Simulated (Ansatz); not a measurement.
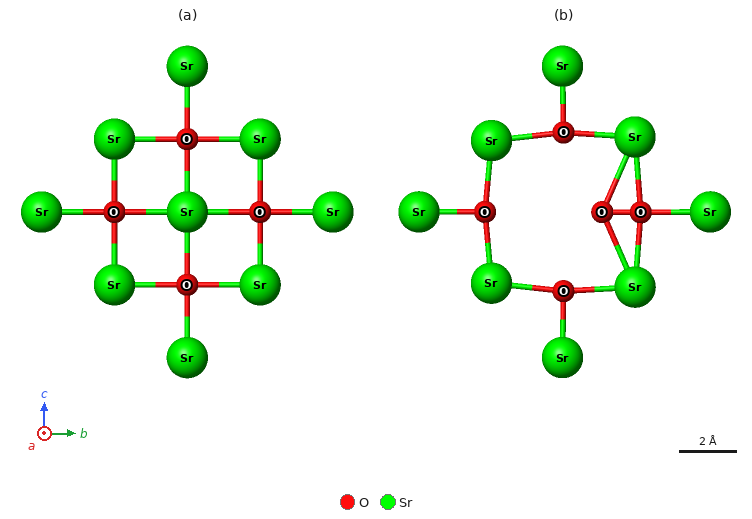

Left: perfect SrO. Right: the same region with one point defect, after relaxing the atoms in a supercell of 64 sites. Style: ball-and-stick. Shown: the atoms within 5.4 Å of one point, in a slice 4.2 Å thick across the line of sight, along the a axis.

Level of theory: Ansatz, DFT, PBEsol, PAW, plane waves. Settings: plane-wave cutoff 420 eV; k-point mesh 1 × 1 × 1; mesh shifted by (0.25, 0.25, 0.25); collinear spin. Fermi-Dirac smearing of 0.01 eV. A uniform background neutralises the charged cell. The axes drawn are those of the host's conventional cell.

What kind of defect was made?

A strontium atom is replaced by oxygen.

The charge state of the cell is +3.

What does the relaxation do around it?

In the host the Sr atom has 6 O at 2.56 Å; the O atom ends with 1 O at 1.35 Å. Of the host's atoms, an oxygen atom moves furthest from its site, by 0.23 Å. The O atom itself moves 1.37 Å from where it was put. The cell's net moment is 5.00 μB.

Limits of the set-up: the cell is charged, on a uniform background, and energies carry no finite-size correction.
